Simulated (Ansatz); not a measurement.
## Run report: Ru, geometry relaxation (part 1 of 2)

System: Ru (P6₃/mmc, 8 atoms in the cell).
Method: DFT r2SCAN, scalar-relativistic, plane waves, PAW, no spin polarisation (Ansatz 0.2.0).

The structure derives from a Materials Project entry. It belongs to a series of runs on one base structure; here: 0 of 8 Ru sites taken by Mo, cell and atoms relaxed.

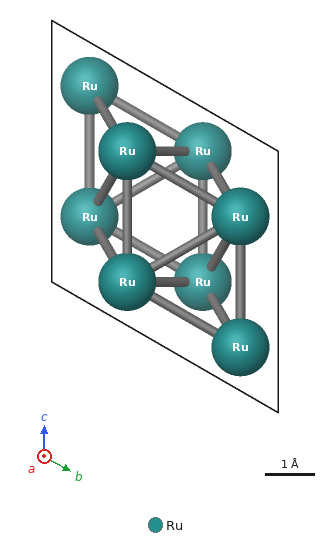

Figure 1. The input geometry (ball-and-stick view of the cell of the calculation, along the a axis). An atom can appear more than once, as a periodic image.

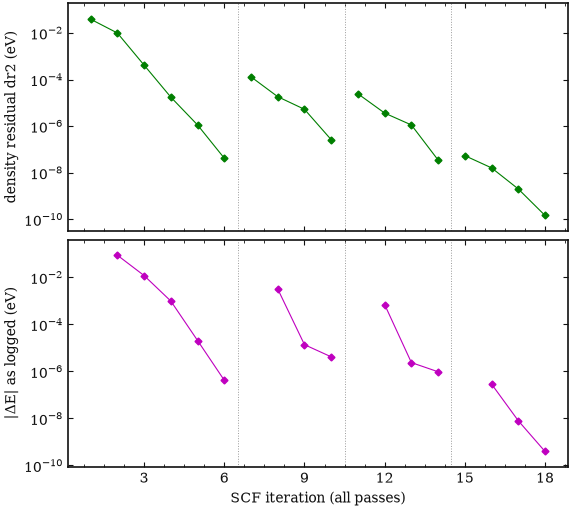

Figure 2. Convergence of the self-consistent field: density residual dr2 and size of the energy change against the SCF iteration. The dotted lines part the SCF passes of the relaxation: geometry steps, rejected trials and re-solves on a re-selected basis. The passes take 6, 4, 4 and 4 iterations.

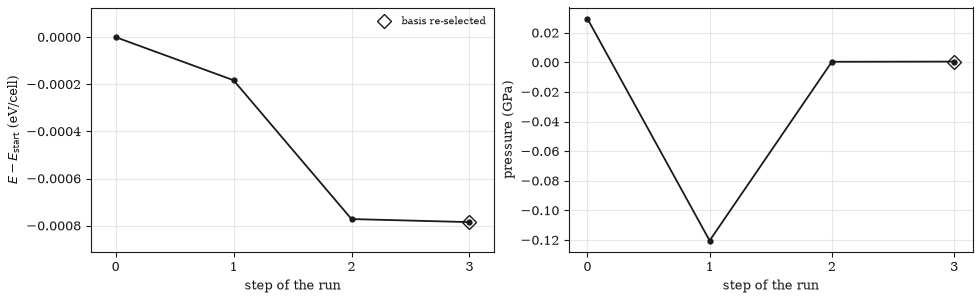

Figure 3. Progress of the relaxation, step by step (the first geometry is step 0 here and step 1 in the log). No atom moves by more than 0.005 Å relative to the cell. The space group stays P6_3/mmc (No. 194). After 2 geometry steps the energy has fallen by 0.8 meV per cell of the calculation. All forces vanish by symmetry, so only the cell relaxes. The pressure goes from 0.03 to 0.00 GPa. A last SCF at the same geometry on a re-selected plane-wave basis shifts the energy by next to nothing (0.0 meV per cell of the calculation). (Atoms are counted from 1 in the order of the input.)

These pictures come from the run below.

The input
```yaml
crystal:
  lattice:
    - [0.0, 0.0, -4.2658390146]
    - [5.4049295854, -1.0e-10, 0.0]
    - [-2.7024647928, -4.6808063266, 0.0]
  atoms:
    - { symbol: Ru, position: [0.75, 0.8333333333, 0.1666666667] }
    - { symbol: Ru, position: [0.75, 0.3333333333, 0.1666666667] }
    - { symbol: Ru, position: [0.75, 0.8333333333, 0.6666666667] }
    - { symbol: Ru, position: [0.75, 0.3333333333, 0.6666666667] }
    - { symbol: Ru, position: [0.25, 0.1666666667, 0.3333333333] }
    - { symbol: Ru, position: [0.25, 0.6666666667, 0.3333333333] }
    - { symbol: Ru, position: [0.25, 0.1666666667, 0.8333333333] }
    - { symbol: Ru, position: [0.25, 0.6666666667, 0.8333333333] }
basis:
  ecutwfc: 500
kpoints:
  mp_grid: { grid: [8, 12, 12] }
hamiltonian:
  xc: r2scan
scf:
  occupations: { method: gaussian, width: 0.1 }
output:
  forces: true
  stress: true
  eigenvalues: true
relax:
  adjacent_minimum: "off"
  f_tol: 0.015
  max_steps: 60
  cell: { stress_tol: 0.15 }
```

Launch command:
```bash
ansatz run input.yaml --threads 1 --pin off --max-ram 2560MiB --backend cpu --events-out ev --progress --plain --runs-dir out
```

Log
```
Engine: ansatz 0.2.0, x86_64-unknown-linux-gnu
Pseudopotentials: kind: paw
Pseudopotential: Ru, paw, valence charge 16, recommended cutoff 500 eV (meta_gga), Ru.paw.azcp
Functional definition: r2SCAN
  parameter k0 = 0.174
  parameter k1 = 0.065
  parameter a1 = 4.9479
  exchange = r2scan_x(k0 = k0, k1 = k1, a1 = a1)
  correlation = r2scan_c
Crystal: 8 atoms, lattice volume = 107.923 Å³
Basis set: ecut = 500 eV, 2739 PW (Γ), exchange–correlation on 128×160×160 points (64 copies of the dense FFT grid, shifted against one another)
Bands: 77, of which v1, the nominal top of the filled ones, is band 64 counted from 1 (63 counted from 0)
Symmetry: 96 space group operations
Space group: P63/mmc (ITA 194), of the structure as read, at distance tolerance 4.8e-5 Å
k-points: 95 of 1152
Non-local potential: Ru, projectors of the file, l = 0: 3, l = 1: 2, l = 2: 2, l = 3: 1
PAW form: soft (Blöchl's): semilocal exchange-correlation on the pseudo side does not see the compensation charge
PAW frozen core: Ru, regenerated for the run's functional (the file was generated under x = pbe(κ = 0.804, μ = 0.2195149727645171), c = pbe(β = 0.06672455060314922))
PAW one-centre angular grid: Ru, 590 points (default); XC on 160 Gauss nodes
Initial density: superposition of atomic densities (neutral atoms: chi_scale 0, normalization atom), corrected by the library's trained network
Initial wavefunctions: pseudopotential atomic-orbital guess
Functional: x = r2scan, c = r2scan; τ floored in thin density (d = 2e-4 eV/Å³)
SCF iter   1: F=—  HF=-47125.557018 eV  |F-HF|=—  |Δ(HF+E_count)|=         —  Δρ=1.09e-2  dr2=3.88e-2  dr2_τ=5.68e-2  ethr=1.77e-3  ⟨swp⟩=5.2  Hψ=23646  notcnv=0
preconditioner: auto → Kerker (q_TF=auto, 2.807 Å⁻¹)  [metal: Δε(μ)=0.008 eV  Ē_g=5.195 eV  σ=0.100 eV  W_gap=0.05  n_scr=44 (ndim 8)  ℏωp=28.6 eV  f_vac=0.000  D(μ)=7.66/eV (n_scr^D=82)]
SCF iter   2: F=—  HF=-47125.644360 eV  |F-HF|=—  |Δ(HF+E_count)|=   8.73e-2  Δρ=6.07e-3  dr2=9.92e-3  dr2_τ=7.82e-4  ethr=3.03e-5  ⟨swp⟩=2.0  Hψ=14437  notcnv=0  defer=76
SCF iter   3: F=—  HF=-47125.656294 eV  |F-HF|=—  |Δ(HF+E_count)|=   1.19e-2  Δρ=1.11e-3  dr2=4.15e-4  dr2_τ=8.87e-5  ethr=7.75e-6  ⟨swp⟩=2.0  Hψ=9985  notcnv=0  defer=76
SCF iter   4: F=—  HF=-47125.657273 eV  |F-HF|=—  |Δ(HF+E_count)|=   9.79e-4  Δρ=1.90e-4  dr2=1.75e-5  dr2_τ=1.66e-6  ethr=3.24e-7  ⟨swp⟩=2.5  Hψ=13006  notcnv=0  defer=76
SCF iter   5: F=—  HF=-47125.657293 eV  |F-HF|=—  |Δ(HF+E_count)|=   2.06e-5  Δρ=3.92e-5  dr2=1.12e-6  dr2_τ=1.59e-7  ethr=1.37e-8  ⟨swp⟩=2.0  Hψ=12434  notcnv=0  defer=76
SCF iter   6: F=-47125.657294 eV  HF=-47125.657294 eV  |F-HF|=3.26e-8  |Δ(HF+E_count)|=   4.19e-7  Δρ=8.28e-6  dr2=4.19e-8  dr2_τ=1.29e-8  ethr=7.81e-11  ⟨swp⟩=8.4  Hψ=30999  notcnv=0
SCF 1 converged in 6 iterations: F = -47125.657294 eV  dr2 = 4.19e-8
  greatest PAW one-centre occupation: 0.996 electrons in one spin orbital (limit 2), on the Ru atom at site 7 (counted from 0), in its partial waves of l = 1
relax step   1: F+E_penalty+E_count = -47125.65729373 eV  Δ(F+E_penalty+E_count) = +0.000e0 eV  max|allowed force component| = 9.487e-18 eV/Å  Δτ_max = 0.0000 Å  P = +0.030 GPa  Ω = 107.923 Å³  (6 SCF iters, dr2 threshold 1.00e-7 eV, accepted)
Crystal: 8 atoms, lattice volume = 107.996 Å³
Basis set: ecut = 500 eV, 2751 PW (Γ), exchange–correlation on 128×160×160 points (64 copies of the dense FFT grid, shifted against one another)
Initial density: handed on by an earlier stage of this run
Initial wavefunctions: those handed on with the density
iter 1 solved again at ethr=1.33e-7 eV; its pass at ethr=3.10e-3 eV (dr2=1.70e-4 eV) is discarded
SCF iter   1: F=—  HF=-47125.654268 eV  |F-HF|=—  |Δ(HF+E_count)|=         —  Δρ=4.24e-4  dr2=1.30e-4  dr2_τ=3.58e-3  ethr=1.33e-7  ⟨swp⟩=3.0  Hψ=32522  notcnv=0
preconditioner: auto → Kerker (q_TF=auto, 2.807 Å⁻¹)  [metal: Δε(μ)=0.002 eV  Ē_g=5.176 eV  σ=0.100 eV  W_gap=0.01  n_scr=44 (ndim 8)  ℏωp=28.6 eV  f_vac=0.000  D(μ)=7.49/eV (n_scr^D=70)]
SCF iter   2: F=—  HF=-47125.657459 eV  |F-HF|=—  |Δ(HF+E_count)|=   3.19e-3  Δρ=2.33e-4  dr2=1.83e-5  dr2_τ=3.32e-6  ethr=1.01e-7  ⟨swp⟩=2.3  Hψ=13683  notcnv=0
SCF iter   3: F=—  HF=-47125.657473 eV  |F-HF|=—  |Δ(HF+E_count)|=   1.37e-5  Δρ=1.15e-4  dr2=5.26e-6  dr2_τ=4.44e-7  ethr=1.43e-8  ⟨swp⟩=2.4  Hψ=10780  notcnv=0
SCF iter   4: F=-47125.657477 eV  HF=-47125.657477 eV  |F-HF|=3.68e-8  |Δ(HF+E_count)|=   4.16e-6  Δρ=1.74e-5  dr2=2.61e-7  dr2_τ=8.59e-9  ethr=6.25e-10  ⟨swp⟩=2.9  Hψ=28644  notcnv=0
SCF 2 converged in 4 iterations: F = -47125.657477 eV  dr2 = 2.61e-7
  greatest PAW one-centre occupation: 0.996 electrons in one spin orbital (limit 2), on the Ru atom at site 3 (counted from 0), in its partial waves of l = 1
relax step   2: F+E_penalty+E_count = -47125.65747688 eV  Δ(F+E_penalty+E_count) = -1.831e-4 eV  max|allowed force component| = 1.169e-17 eV/Å  Δτ_max = 0.0000 Å  P = -0.120 GPa  Ω = 107.996 Å³  energy of the carried Pulay correction = -4.920e-5 eV  (4 SCF iters, dr2 threshold 8.00e-7 eV, accepted)
Crystal: 8 atoms, lattice volume = 107.945 Å³
iter 1 solved again at ethr=2.90e-8 eV; its pass at ethr=3.10e-3 eV (dr2=3.71e-5 eV) is discarded
SCF iter   1: F=—  HF=-47125.657369 eV  |F-HF|=—  |Δ(HF+E_count)|=         —  Δρ=1.90e-4  dr2=2.44e-5  dr2_τ=7.55e-4  ethr=2.90e-8  ⟨swp⟩=3.0  Hψ=31828  notcnv=0
preconditioner: auto → Kerker (q_TF=auto, 2.807 Å⁻¹)  [metal: Δε(μ)=0.003 eV  Ē_g=5.179 eV  σ=0.100 eV  W_gap=0.02  n_scr=44 (ndim 8)  ℏωp=28.6 eV  f_vac=0.000  D(μ)=7.53/eV (n_scr^D=82)]
SCF iter   2: F=—  HF=-47125.658063 eV  |F-HF|=—  |Δ(HF+E_count)|=   6.93e-4  Δρ=1.07e-4  dr2=3.62e-6  dr2_τ=6.91e-7  ethr=1.91e-8  ⟨swp⟩=2.4  Hψ=13944  notcnv=0
SCF iter   3: F=—  HF=-47125.658065 eV  |F-HF|=—  |Δ(HF+E_count)|=   2.37e-6  Δρ=5.72e-5  dr2=1.12e-6  dr2_τ=7.85e-8  ethr=6.25e-10  ⟨swp⟩=6.0  Hψ=27160  notcnv=0
SCF iter   4: F=-47125.658066 eV  HF=-47125.658066 eV  |F-HF|=1.27e-9  |Δ(HF+E_count)|=   9.64e-7  Δρ=7.17e-6  dr2=3.49e-8  dr2_τ=1.61e-9  ethr=6.25e-10  ⟨swp⟩=4.3  Hψ=23877  notcnv=0
SCF 3 converged in 4 iterations: F = -47125.658066 eV  dr2 = 3.49e-8
relax step   3: F+E_penalty+E_count = -47125.65806619 eV  Δ(F+E_penalty+E_count) = -5.893e-4 eV  max|allowed force component| = 6.650e-18 eV/Å  Δτ_max = 0.0000 Å  P = +0.000 GPa  Ω = 107.945 Å³  energy of the carried Pulay correction = -1.586e-5 eV  (4 SCF iters, dr2 threshold 8.00e-7 eV, accepted)
Initial wavefunctions: pseudopotential atomic-orbital guess (no wavefunctions were taken with the density)
iter 1 solved again at ethr=9.64e-8 eV; its pass at ethr=3.10e-3 eV (dr2=1.23e-4 eV) is discarded
SCF iter   1: F=—  HF=-47125.658079 eV  |F-HF|=—  |Δ(HF+E_count)|=         —  Δρ=1.20e-5  dr2=5.39e-8  dr2_τ=7.35e-8  ethr=9.64e-8  ⟨swp⟩=3.5  Hψ=43663  notcnv=0
SCF iter   2: F=—  HF=-47125.658079 eV  |F-HF|=—  |Δ(HF+E_count)|=   2.88e-7  Δρ=6.06e-6  dr2=1.61e-8  dr2_τ=3.06e-9  ethr=4.21e-11  ⟨swp⟩=3.1  Hψ=15032  notcnv=0
SCF iter   3: F=—  HF=-47125.658079 eV  |F-HF|=—  |Δ(HF+E_count)|=   7.95e-9  Δρ=1.55e-6  dr2=2.00e-9  dr2_τ=2.51e-10  ethr=1.26e-11  ⟨swp⟩=2.9  Hψ=13452  notcnv=0
SCF iter   4: F=-47125.658079 eV  HF=-47125.658079 eV  |F-HF|=5.82e-11  |Δ(HF+E_count)|=  3.93e-10  Δρ=4.00e-7  dr2=1.46e-10  dr2_τ=1.60e-11  ethr=1.00e-12  ⟨swp⟩=4.8  Hψ=24632  notcnv=0
SCF 4 converged in 4 iterations: F = -47125.658079 eV  dr2 = 1.46e-10
relax step   4: F+E_penalty+E_count = -47125.65807948 eV  Δ(F+E_penalty+E_count) = -1.329e-5 eV  max|allowed force component| = 7.336e-18 eV/Å  Δτ_max = 0.0000 Å  P = +0.001 GPa  Ω = 107.945 Å³  stress off target by 1.00e-3 GPa  SCF on the basis re-selected at this cell (its energy is not comparable with the rows above)  (4 SCF iters)
basis re-selected at this cell: Δ(F+E_penalty+E_count) = -1.329e-5 eV, ΔP = +0.000 GPa vs the last step (what re-selecting the basis moved, of the pressure what is left beyond the Pulay correction that the steps carried, after the strain that the cell walked since its last selection, with what the two solves' SCF thresholds leave and, on support functions, any second-order correction that the steps lacked; it is no measure of the basis error at this ecutwfc). This SCF's stress stands 1.00e-3 GPa from its target on what of the cell is left free (relax.cell.stress_tol is 1.50e-1 GPa) and its largest allowed force component is 7.34e-18 eV/Å (relax.f_tol is 1.50e-2 eV/Å): within both
SCF converged after 4 iterations
Free energy (F): -47125.658079 eV
Harris-Foulkes:  -47125.658079 eV  (|F-HF|=5.82e-11)
Internal energy: -47125.620442 eV  (E = F + TS)
E sigma→0 (E₀):  -47125.639261 eV
Entropy (-TS):   -0.037638 eV (-4.705 meV/atom)
Fermi energy:    23.589805 eV
```
